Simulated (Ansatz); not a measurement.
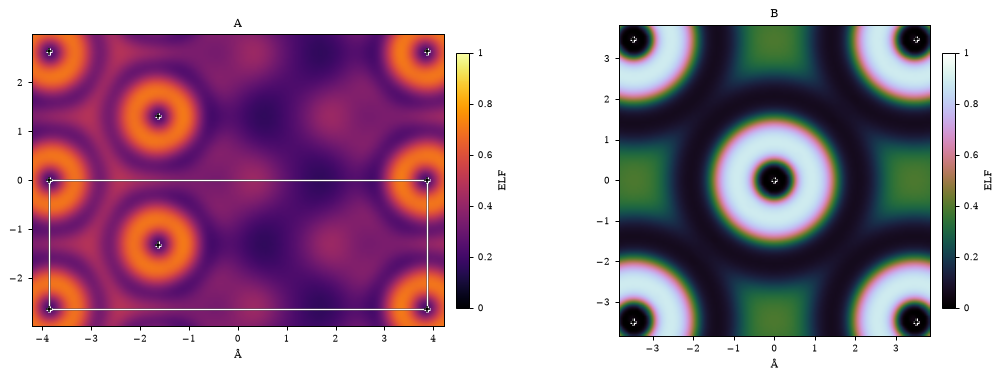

The electron localisation function of 2 systems, each on a plane through atoms (crosses mark nuclei in the plane).

The calculation used Ansatz 0.2.0, DFT, LDA (PW92), plane waves (420 eV) with PAW, scalar-relativistic.

System 1: Os, the (100) plane of the conventional cell. Space group Cmcm; set up as Os, beta-Sn type; a generated structure, not necessarily the stable one; changed on purpose from its base cell (volume × 0.92); computed pressure about 40 GPa in this cell; computed without spin polarisation.

```cif
data_structure
_symmetry_space_group_name_H-M 'P 1'
_symmetry_Int_Tables_number 1
_cell_length_a 2.6645
_cell_length_b 7.7346
_cell_length_c 2.6342
_cell_angle_alpha 90.000
_cell_angle_beta 89.999
_cell_angle_gamma 90.000
_cell_volume 54.29
loop_
_atom_site_label
_atom_site_type_symbol
_atom_site_fract_x
_atom_site_fract_y
_atom_site_fract_z
_atom_site_occupancy
Os1 Os 0.50000 0.85526 0.75000 1
Os2 Os 0.00000 0.35526 0.75000 1
Os3 Os 0.50000 0.14474 0.25000 1
Os4 Os 0.00000 0.64474 0.25000 1
```

System 2: Cs, the (001) plane of the conventional cell. Space group Fm-3m; set up as Cs, fcc; a generated structure, not necessarily the stable one; changed on purpose from its base cell (volume × 0.88); computed without spin polarisation.

```
CELL_PARAMETERS angstrom
6.96946 0.00000 0.00000
0.00000 6.96946 0.00000
0.00000 0.00000 6.96946
ATOMIC_POSITIONS crystal
Cs 0.00000 0.00000 0.00000
Cs 0.50000 0.50000 0.00000
Cs 0.50000 0.00000 0.50000
Cs 0.00000 0.50000 0.50000
```

### Which map belongs to which system?

Panel A is system 1, Os: the plane holds Os. Os–Os (2.60 Å): the ELF is about 0.40 at the midpoint. Panel B is system 2, Cs: the plane holds Cs. Cs–Cs (4.93 Å): the ELF is about 0.10 at the midpoint: no shared electron pair shows on this line.
